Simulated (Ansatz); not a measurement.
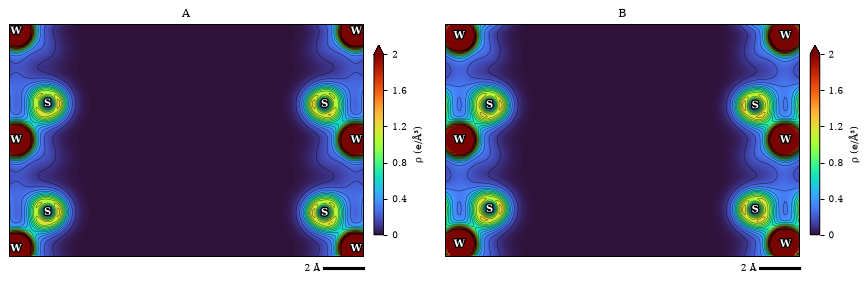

WS2. The valence electron density of two cells that differ in size, on the (110) plane of each (indices in the axes of the calculation cell), at one length scale and on one colour scale; one has 44.2 and the other 50.1 Å³ an atom.

Method: DFT PBEsol+D3(BJ), scalar-relativistic, plane waves, PAW (Ansatz 0.2.0).

Q: Which panel shows the smaller cell, and what does the compression change?

A: Panel B is the smaller cell, by 12 % in volume. From the larger cell to the smaller, W–S goes from 2.45 to 2.35 Å, and the density at its midpoint from 0.59 to 0.7 e/Å³; the pressure goes from −2.8 to 6 GPa; the Kohn–Sham gap goes from 1.9 eV to 2.1 eV.
